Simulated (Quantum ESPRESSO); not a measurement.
# GaP (F-43m): modes at Γ and the response to a field

Which modes does GaP (F-43m) have at the zone centre?

Main program and level: Quantum ESPRESSO 7.5; DFT PBE, scalar-relativistic, plane waves, GBRV ultrasoft pseudopotentials.

**What experiment says.**

For GaP, zinc blende (literature value (Ref. 21), 300 K), “Temperature dependence of the optical phonon reflection band in GaP” (2021, arxiv:2105.06662) quotes earlier work: Raman mode (TO at Gamma) 367.3 cm⁻¹; infrared mode (TO at Gamma) 366.3 ± 0.3 cm⁻¹.

## 1. Starting point

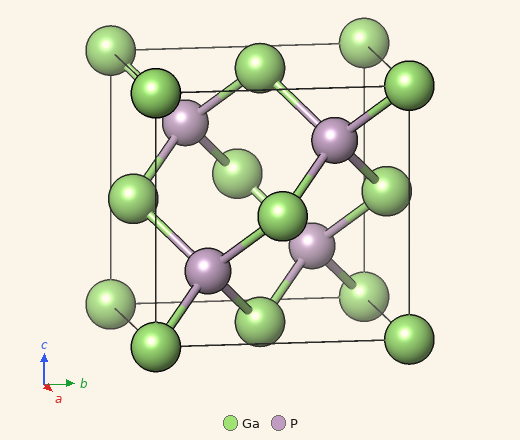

The starting structure, seen slightly off an axis (gallium green, phosphorus pink). This picture shows the conventional cell, with its axes. Bonds to atoms that aren't drawn are left out. Some periodic images of atoms are drawn too.

Coordinates:

```cif
data_structure
_symmetry_space_group_name_H-M 'F-43m'
_symmetry_Int_Tables_number 216
_cell_length_a 5.4505
_cell_length_b 5.4505
_cell_length_c 5.4505
_cell_angle_alpha 90.000
_cell_angle_beta 90.000
_cell_angle_gamma 90.000
_cell_volume 161.92
loop_
_atom_site_label
_atom_site_type_symbol
_atom_site_symmetry_multiplicity
_atom_site_Wyckoff_symbol
_atom_site_fract_x
_atom_site_fract_y
_atom_site_fract_z
_atom_site_occupancy
Ga1 Ga 4 a 0.00000 0.00000 0.00000 1
P1 P 4 d 0.25000 0.25000 0.75000 1
```

## 2. A probe with smearing

A cheap run with smearing and empty bands tells whether the crystal has a gap, which decides between fixed occupations and smearing later on.

Contents of probe.in:

```
&CONTROL
  calculation = 'scf'
  prefix      = 'x'
  outdir      = './tmp'
  pseudo_dir  = './pseudo'
  tprnfor     = .true.
  tstress     = .true.
  verbosity   = 'high'
/
&SYSTEM
  ibrav       = 2
  celldm(1)   = 10.29995224
  nat         = 2
  ntyp        = 2
  ecutwfc     = 55.0
  ecutrho     = 440.0
  occupations = 'smearing'
  smearing    = 'gaussian'
  degauss     = 0.01
/
&ELECTRONS
  conv_thr         = 1.0d-07
  mixing_beta      = 0.7
  electron_maxstep = 100
/
ATOMIC_SPECIES
 Ga     69.7230  Ga.upf
 P      30.9738  P.upf
ATOMIC_POSITIONS crystal
 Ga     0.000000000   0.000000000   0.000000000
 P      0.250000000   0.250000000   0.250000000
K_POINTS automatic
 6 6 6 0 0 0
```

Command:

```console
OMP_NUM_THREADS=1 mpirun -n 4 pw.x -nk 4 -in probe.in > probe.out
```

Output:

```text
[banners, grids, parts of the stress and lines that vanish by symmetry left out]
Program PWSCF v.7.5
     bravais-lattice index     =            2
     lattice parameter (alat)  =      10.3000  a.u.
[...]
kinetic-energy cutoff     =      55.0000  Ry
     charge density cutoff     =     440.0000  Ry
     scf convergence threshold =      1.0E-07
[...]
Exchange-correlation=  SLA  PW   PBX  PBC
                           (   1   4   3   4   0   0   0)
[...]
24 Sym. Ops. (no inversion) found
[...]
(     0          1          0      )
                  (     0          0          1      )
[...]
(  0.0000000  1.0000000  0.0000000 )
                  (  0.0000000  0.0000000  1.0000000 )
[...]
(     1          0         -1      )
                  (     0          0         -1      )
[...]
(  0.0000000  1.0000000  0.0000000 )
[...]
(    -1          0          1      )
                  (    -1          0          0      )
[...]
(  0.0000000  0.0000000  1.0000000 )
                  (  0.0000000 -1.0000000  0.0000000 )
[...]
number of k points=    16  Gaussian smearing, width (Ry)=  0.0100
[...]
End of self-consistent calculation
[...]
the Fermi energy is     8.7759 ev
!    total energy              =    -430.92236662 Ry
[...]
convergence has been achieved in  10 iterations
[...]
atom    1 type  1   force =     0.00000000    0.00000000   -0.00000000
     atom    2 type  2   force =    -0.00000000    0.00000000   -0.00000000
[...]
Total force =     0.000000     Total SCF correction =     0.000000
[...]
total   stress  (Ry/bohr**3)                   (kbar)     P=       20.59
[...]
XML data file, charge density, pseudopotentials, collected wavefunctions

   JOB DONE.
```

The job ended after 5.1 s (4 MPI ranks of Intel Xeon Platinum 8375C at 2.90GHz (Ice Lake), shared host; 20 s of CPU time).

Numbers from this step:

- volume per atom: 20.24 Å³
- pressure: 2.059 GPa
- gap on the k-mesh: 1.655 eV

A gap of 1.7 eV opens on this mesh, so the crystal is taken as an insulator; the start stands at 2.1 GPa.

## 3. Relaxing the cell and atoms

The relaxation runs at a cutoff a fifth above that of the response, since stress converges more slowly with the basis than frequencies do. Forces and stress are brought to rest with tight thresholds.

Contents of relax.in:

```
&CONTROL
  calculation   = 'vc-relax'
  prefix        = 'x'
  outdir        = './tmp'
  pseudo_dir    = './pseudo'
  tprnfor       = .true.
  tstress       = .true.
  forc_conv_thr = 2.0d-05
  etot_conv_thr = 1.0d-07
  nstep         = 40
/
&SYSTEM
  ibrav       = 2
  celldm(1)   = 10.29995224
  nat         = 2
  ntyp        = 2
  ecutwfc     = 66
  ecutrho     = 528.0
  occupations = 'fixed'
  nbnd        = 14
/
&ELECTRONS
  conv_thr         = 1.0d-11
  mixing_beta      = 0.7
  electron_maxstep = 100
/
&IONS
/
&CELL
  press_conv_thr = 0.2
/
ATOMIC_SPECIES
 Ga     69.7230  Ga.upf
 P      30.9738  P.upf
ATOMIC_POSITIONS crystal
 Ga     0.000000000   0.000000000   0.000000000
 P      0.250000000   0.250000000   0.250000000
K_POINTS automatic
 8 8 8 0 0 0
```

Command:

```console
OMP_NUM_THREADS=1 mpirun -n 4 pw.x -nk 4 -in relax.in > relax.out
```

Output:

```text
[banners, grids, parts of the stress and lines that vanish by symmetry left out]
[banner, memory and clock lines left out]
Program PWSCF v.7.5

[...]
kinetic-energy cutoff     =      66.0000  Ry
     charge density cutoff     =     528.0000  Ry
     scf convergence threshold =      1.0E-11
[...]
energy convergence thresh.=      1.0E-07
     force convergence thresh. =      2.0E-05
     press convergence thresh. =      2.0E-01
     Exchange-correlation=  SLA  PW   PBX  PBC
                           (   1   4   3   4   0   0   0)
[...]
24 Sym. Ops. (no inversion) found
[...]
number of k points=    29
[...]
End of self-consistent calculation
[...]
highest occupied, lowest unoccupied level (ev):     7.7236    9.3693
!    total energy              =    -430.92396151 Ry
[...]
convergence has been achieved in  17 iterations
[...]
atom    1 type  1   force =    -0.00000000   -0.00000000    0.00000000
     atom    2 type  2   force =     0.00000000    0.00000000   -0.00000000
     Total force =     0.000000     Total SCF correction =     0.000000
[...]
total   stress  (Ry/bohr**3)                   (kbar)     P=       23.04
[...]
number of bfgs steps    =   0
[...]
CELL_PARAMETERS (alat= 10.29995224)
[...]
ATOMIC_POSITIONS (crystal)
Ga               0.0000000000       -0.0000000000       -0.0000000000
P                0.2500000000        0.2500000000        0.2500000000
[...]
New effective cutoffs (rho, wfc):  522.83   65.47
[...]
End of self-consistent calculation
[...]
highest occupied, lowest unoccupied level (ev):     7.5690    9.2080
!    total energy              =    -430.92435585 Ry
[...]
convergence has been achieved in   7 iterations
[...]
atom    1 type  1   force =     0.00000000    0.00000000    0.00000000
     atom    2 type  2   force =     0.00000000    0.00000000    0.00000000
     Total force =     0.000000     Total SCF correction =     0.000000
[...]
total   stress  (Ry/bohr**3)                   (kbar)     P=       13.09
[...]
number of bfgs steps    =   1
[...]
CELL_PARAMETERS (alat= 10.29995224)
[...]
ATOMIC_POSITIONS (crystal)
Ga               0.0000000000       -0.0000000000       -0.0000000000
P                0.2500000000        0.2500000000        0.2500000000
[...]
New effective cutoffs (rho, wfc):  518.37   64.91
[...]
End of self-consistent calculation
[...]
highest occupied, lowest unoccupied level (ev):     7.4020    9.0020
!    total energy              =    -430.92454731 Ry
[...]
convergence has been achieved in   8 iterations
[...]
atom    1 type  1   force =     0.00000000   -0.00000000    0.00000000
     atom    2 type  2   force =    -0.00000000    0.00000000   -0.00000000
     Total force =     0.000000     Total SCF correction =     0.000000
[...]
total   stress  (Ry/bohr**3)                   (kbar)     P=        2.79
[...]
number of bfgs steps    =   2
[...]
CELL_PARAMETERS (alat= 10.29995224)
[...]
ATOMIC_POSITIONS (crystal)
[...]
New effective cutoffs (rho, wfc):  517.16   64.76
[...]
End of self-consistent calculation
[...]
highest occupied, lowest unoccupied level (ev):     7.3568    8.9462
!    total energy              =    -430.92455692 Ry
[...]
convergence has been achieved in   8 iterations
[...]
atom    1 type  1   force =    -0.00000000   -0.00000000    0.00000000
     atom    2 type  2   force =     0.00000000    0.00000000   -0.00000000
     Total force =     0.000000     Total SCF correction =     0.000000
[...]
total   stress  (Ry/bohr**3)                   (kbar)     P=        0.09
[...]
number of bfgs steps    =   3
[...]
CELL_PARAMETERS (alat= 10.29995224)
[...]
ATOMIC_POSITIONS (crystal)
[...]
New effective cutoffs (rho, wfc):  517.12   64.75
[...]
End of self-consistent calculation
[...]
highest occupied, lowest unoccupied level (ev):     7.3553    8.9444
!    total energy              =    -430.92455693 Ry
[...]
convergence has been achieved in   5 iterations
[...]
atom    1 type  1   force =     0.00000000   -0.00000000    0.00000000
     atom    2 type  2   force =    -0.00000000    0.00000000   -0.00000000
     Total force =     0.000000     Total SCF correction =     0.000000
[...]
total   stress  (Ry/bohr**3)                   (kbar)     P=        0.00
[...]
bfgs converged in   5 scf cycles and   4 bfgs steps
[...]
End of BFGS Geometry Optimization
     Final enthalpy           =    -430.9245569266 Ry
     File ./tmp/x.bfgs deleted, as requested
[...]
CELL_PARAMETERS (alat= 10.29995224)
[...]
ATOMIC_POSITIONS (crystal)
Ga               0.0000000000        0.0000000000       -0.0000000000
P                0.2500000000        0.2500000000        0.2500000000
[...]
Final scf calculation at the relaxed structure.
[...]
kinetic-energy cutoff     =      66.0000  Ry
     charge density cutoff     =     528.0000  Ry
     scf convergence threshold =      1.0E-13
[...]
press convergence thresh. =      2.0E-01
     Exchange-correlation=  SLA  PW   PBX  PBC
                           (   1   4   3   4   0   0   0)
[...]
24 Sym. Ops. (no inversion) found
[...]
number of k points=    29
[...]
c_bands:  1 eigenvalues not converged
[...]
End of self-consistent calculation
[...]
highest occupied, lowest unoccupied level (ev):     7.3553    8.9444
!    total energy              =    -430.92466832 Ry
[...]
convergence has been achieved in  17 iterations
[...]
atom    1 type  1   force =     0.00000000    0.00000000    0.00000000
     atom    2 type  2   force =     0.00000000    0.00000000    0.00000000
     Total force =     0.000000     Total SCF correction =     0.000000
[...]
total   stress  (Ry/bohr**3)                   (kbar)     P=       -0.20
[...]
XML data file, charge density, pseudopotentials, collected wavefunctions
```

Run time: 51 s. Hardware: 4 MPI ranks.

The steps of the relaxation:

```tsv
step	energy less that of the first step (eV)	largest force (eV/Å)	pressure (GPa)	volume (Å³)
1	0.0000	0.0000	2.30	40.48
2	-0.0054	0.0000	1.31	40.96
3	-0.0080	0.0000	0.28	41.49
4	-0.0081	0.0000	0.01	41.63
5	-0.0081	0.0000	0.00	41.64
6	-0.0096	0.0000	-0.02	41.64
```

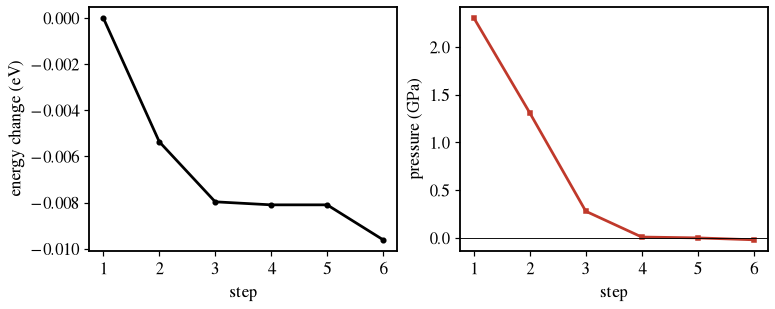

Energy and pressure along the relaxation.

```tsv
conventional cell, symmetrised	before	after	change
a (Å)	5.451	5.502	+0.9 %
b (Å)	5.451	5.502	+0.9 %
c (Å)	5.451	5.502	+0.9 %
volume (Å³/atom)	20.24	20.82	+2.9 %
```

The relaxed structure:

```
CELL_PARAMETERS angstrom
-2.75097 0.00000 2.75097
0.00000 2.75097 2.75097
-2.75097 2.75097 0.00000
ATOMIC_POSITIONS crystal
Ga 0.00000 0.00000 0.00000
P 0.25000 0.25000 0.25000
```

The last row of the table of steps is pw.x's closing run on a basis chosen anew for the final cell, so its energy can jump.

This step gave:

* volume per atom: 20.82 Å³
* pressure: -0.02 GPa
* gap on the k-mesh: 1.589 eV

The volume changes by +2.9 % from the cell with which this run began.

## 4. Ground state

The response is built on this ground state, so it is converged far tighter than an energy would need. With a gap, occupations are fixed, which also allows the response to an electric field.

Contents of scf.in:

```
&CONTROL
  calculation = 'scf'
  prefix      = 'x'
  outdir      = './tmp'
  pseudo_dir  = './pseudo'
  tprnfor     = .true.
  tstress     = .true.
/
&SYSTEM
  ibrav       = 2
  celldm(1)   = 10.39717297
  nat         = 2
  ntyp        = 2
  ecutwfc     = 55.0
  ecutrho     = 440.0
  occupations = 'fixed'
  nbnd        = 14
/
&ELECTRONS
  conv_thr         = 1.0d-12
  mixing_beta      = 0.7
  electron_maxstep = 100
/
ATOMIC_SPECIES
 Ga     69.7230  Ga.upf
 P      30.9738  P.upf
ATOMIC_POSITIONS crystal
 Ga     0.000000000   0.000000000   0.000000000
 P      0.250000000   0.250000000   0.250000000
K_POINTS automatic
 8 8 8 0 0 0
```

Command:

```console
OMP_NUM_THREADS=1 mpirun -n 4 pw.x -nk 4 -in scf.in > scf.out
```

Output:

```text
[banners, grids, parts of the stress and lines that vanish by symmetry left out]
[banner, memory and clock lines left out]
Program PWSCF v.7.5

[...]
kinetic-energy cutoff     =      55.0000  Ry
     charge density cutoff     =     440.0000  Ry
     scf convergence threshold =      1.0E-12
[...]
Exchange-correlation=  SLA  PW   PBX  PBC
                           (   1   4   3   4   0   0   0)
[...]
24 Sym. Ops. (no inversion) found
[...]
number of k points=    29
[...]
End of self-consistent calculation
[...]
highest occupied, lowest unoccupied level (ev):     7.3552    8.9444
!    total energy              =    -430.92407959 Ry
[...]
convergence has been achieved in  15 iterations
[...]
atom    1 type  1   force =     0.00000000   -0.00000000    0.00000000
     atom    2 type  2   force =     0.00000000    0.00000000    0.00000000
     Total force =     0.000000     Total SCF correction =     0.000000
[...]
total   stress  (Ry/bohr**3)                   (kbar)     P=        1.59
[...]
XML data file, charge density, pseudopotentials, collected wavefunctions
```

Run time: 8.2 s. Hardware: 4 MPI ranks; 32 s of CPU time.

This step gave:

* pressure: 0.159 GPa

The cell stands at 0.16 GPa, close enough for phonons.

(Continued in part 2 of 5.)

[Host names and launcher messages were left out of these logs when they were recorded.]

[Logs are printed without paths, hosts, clocks, repeated set-up lines and the standing remarks that a program may print on its own settings, such as how far it seeks lower states.]

[Hosts, paths, dates, database ids (printed as entryN), source tags and the programs' standing remarks are cut or masked in the printed files.]
